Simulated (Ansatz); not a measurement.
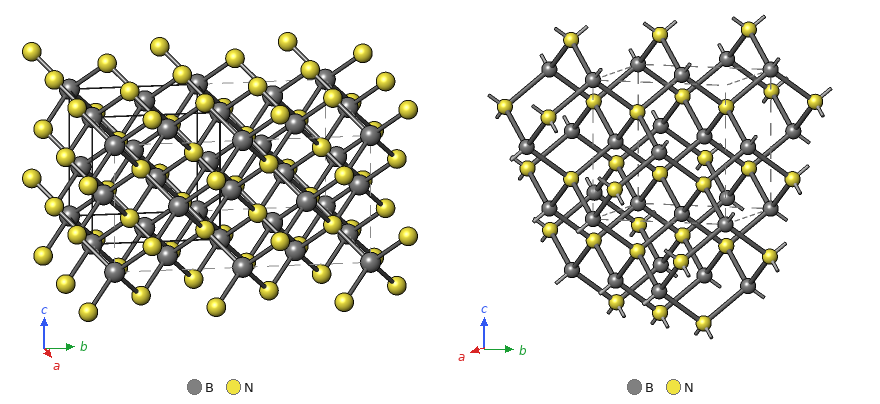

Left: the structure. Right: its underlying net. Nodes are coloured by element. Short stubs are edges that leave the cut-out.

The compound is BN (space group F-43m, No. 216), taken as the input geometry of an electronic-structure calculation (not necessarily at equilibrium).

Bonds are taken as B–N below 1.8 Å. Atoms with one bond or none are removed and atoms with two bonds are replaced by edges, until no such atom is left.

The result is a uninodal 4-connected, three-periodic net: B and N are 4-connected nodes. It is the dia net, known from diamond, zinc blende and cristobalite. It is a single net, without interpenetration.

| node | links | point symbol | coordination sequence |
| --- | --- | --- | --- |
| B and N | 4 | 6^6 | 4 12 24 42 64 92 |
